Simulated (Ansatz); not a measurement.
**SiC: density, localisation and related maps**

The calculation's input:

```
crystal:
  lattice:
    - [2.5765146227, 0.0, 0.0]
    - [0.0, 3.3574656397, 0.0]
    - [0.0, 0.0, 4.9411647945]
  atoms:
    - { symbol: C, position: [0.75, 0.0, 0.9125510328] }
    - { symbol: C, position: [0.25, 0.0, 0.0874489672] }
    - { symbol: Si, position: [0.25, 0.5, 0.2924326192] }
    - { symbol: Si, position: [0.75, 0.5, 0.7075673808] }
kpoints:
  mp_grid: { grid: [10, 8, 6] }
  band_path:
    path:
      - [0.0, 0.0, 0.0]
      - [0.5, 0.0, 0.0]
      - [0.5, 0.5, 0.0]
      - [0.0, 0.5, 0.0]
      - [0.0, 0.0, 0.5]
      - [0.5, 0.0, 0.5]
      - [0.5, 0.5, 0.5]
      - [0.0, 0.5, 0.5]
      - [0.25, 0.0, 0.0]
    npoints: 1
hamiltonian:
  xc: r2scan
scf:
  occupations: { method: fermi_dirac, width: 0.02 }
  n_extra_bands: 5
output:
  forces: true
  stress: true
  eigenvalues: true
  write_density: true
  write_potential: true
  elf: true
  volumetric_format: npy
```

Command:

```sh
ansatz run input.yaml --threads 2 --pin off --max-ram 2211MiB --backend cpu --events-out ev --progress --plain --runs-dir out
```

Below, planes, directions and counts refer to the conventional cell (a = 2.58 Å, b = 3.36 Å, c = 4.94 Å, α = 90.00°, β = 90.00°, γ = 90.00°).

Space group Pmma; started from the ordered alloy on diamond lattice prototype, which need not be the ambient phase.

These are results of DFT, r2SCAN, plane waves, PAW (Ansatz 0.2.0), not measurements.

The density is the valence pseudo-density of a PAW calculation; it isn't the true density close to the nuclei.

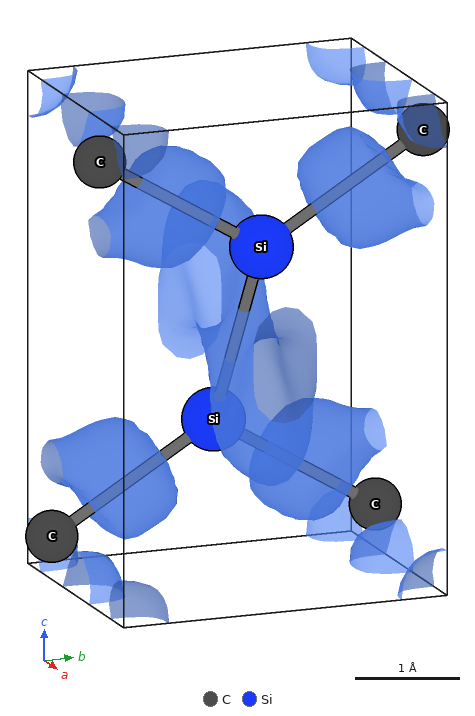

Figure 1. Isosurface of the electron localisation function at 0.75 (blue), seen slightly off an axis. Core shells and regions of very low density are left out. Sticks mark near contacts.

> Identify the bonds, lone pairs and shells in this picture.

At this value the surface marks out two regions between bonded C–C atoms (shared pairs), two regions on C in which the atom's valence shell and bonds are merged and channels that run through the cell in one direction, counted in one cell of 4 atoms. Regions shared between cells count once.


C–C (1.55 Å): the ELF peaks at about 0.95 between the atoms, as expected for a covalent bond. Si–C (1.96 Å): the ELF peaks at about 0.95 between the atoms: a covalent bond.

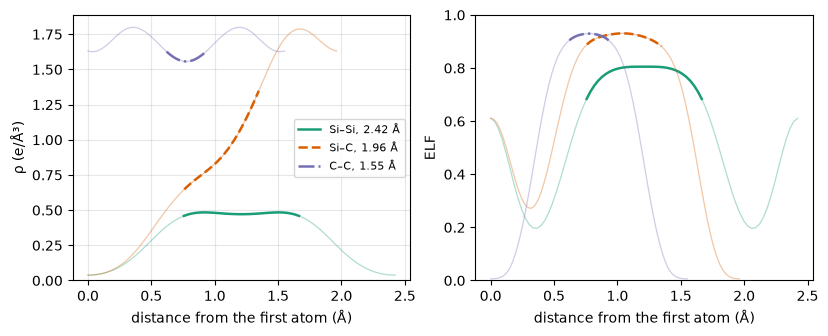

Figure 2. Valence pseudo-density and ELF along straight lines between neighbouring atoms. Thin, pale parts lie inside the atomic spheres.

> Compare the contacts.

Si–Si (2.42 Å): ρ is about 0.47 e/Å³ halfway; the ELF peaks at about 0.80 between the atoms: localised, covalent bonding.
Si–C (1.96 Å): the density is about 0.81 e/Å³ at the midpoint; the ELF peaks at about 0.95 between the atoms, as expected for a covalent bond.
C–C (1.55 Å): ρ is about 1.6 e/Å³ halfway; the ELF peaks at about 0.95 between the atoms; localised, covalent bonding.
